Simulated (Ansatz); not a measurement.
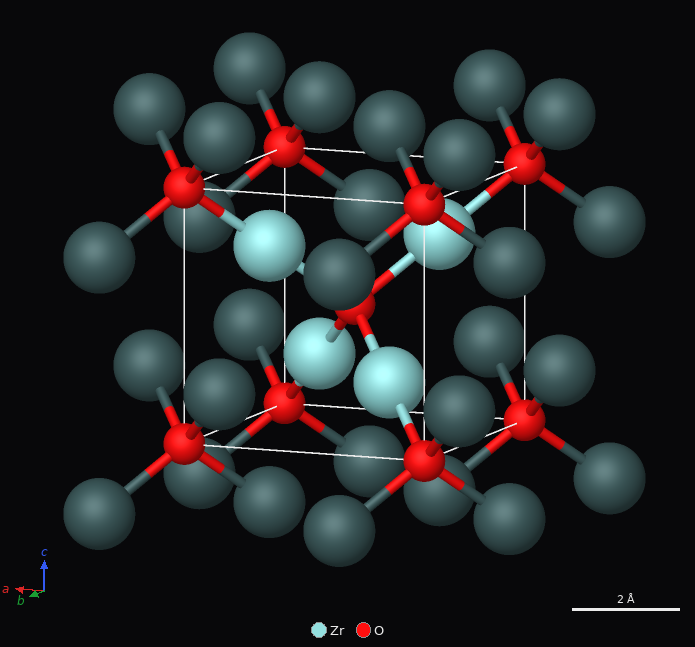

Drawn in the ball-and-stick manner and seen from a general direction. The box is the conventional unit cell; atoms on or close to its faces, edges and corners are drawn wherever they repeat. Bonded neighbours in the next cells are drawn too, in fainter colours. Cell: a = 4.872 Å, b = 4.872 Å, c = 4.872 Å, α = 90.00°, β = 90.00°, γ = 90.00°.

The stoichiometry is Zr₂O. The structure has Pn-3m (No. 224) symmetry and a primitive cubic lattice. In terms of structure types, this is cuprite (Cu₂O) type. The cell comprises 2 formula units: 4 Zr, 2 O. The neighbours of Zr are two O in a linear arrangement at about 2.1 Å. Each O atom is coordinated by four Zr in a tetrahedral arrangement at about 2.1 Å. Not all metal-metal contacts are counted. The bonds build a three-dimensional framework.

It goes back to a structure listed in the Materials Project. The cell was then strained or its atoms displaced on purpose. It was run through Ansatz as a DFT input.

At this level of theory the run's own cell isn't at rest (stretched, at -6 GPa), so its distances can differ from those at equilibrium, the more so the softer the solid.
